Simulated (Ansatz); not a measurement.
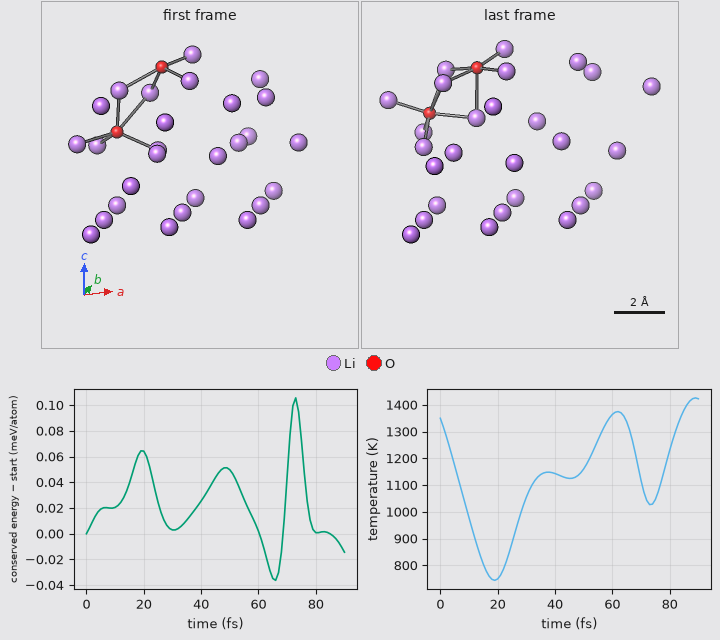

A Born-Oppenheimer molecular dynamics run of O2 on Li(110) (29 atoms in the cell), 90 fs long. It starts from the last geometry of an earlier run, with fresh velocities. The picture is a ball-and-stick view of the simulation cell, with the vacuum cut short, seen slightly off an axis. Bonds to atoms that aren't drawn are left out.

Theory: Ansatz, DFT PBE, scalar-relativistic, plane waves, PAW. Settings: plane-wave cutoff 420 eV; k-point mesh 2 × 2 × 1; Fermi-Dirac smearing 0.15 eV; spin collinear; 9 atoms held fixed; Nosé-Hoover thermostat (NVT); set temperature 1350 K; time step 1 fs; thermostat time 200.0 fs.

How well is the energy conserved, and can the run be trusted?

The conserved quantity stays between −0.036 and 0.11 meV per atom of its start. A straight-line fit has a slope that amounts to −0.016 meV per atom over 90 fs (under 0.1 % of the mean kinetic energy), its mean offset in the second half is under 0.1 %, and the ripple about the line is 0.2 % of the kinetic energy's fluctuation. With a drift under 2 % and a ripple under 7 %, the integration is accurate. Over the second half the temperature averages 1243 K (spread ±121 K). The potential energy in the second half lies on average 12.3 meV per atom above the first frame.

Cost: 30 min on 2 threads of Intel(R) Xeon(R) Platinum 8488C (Sapphire Rapids), on a shared host, peak memory 2.3 GiB.
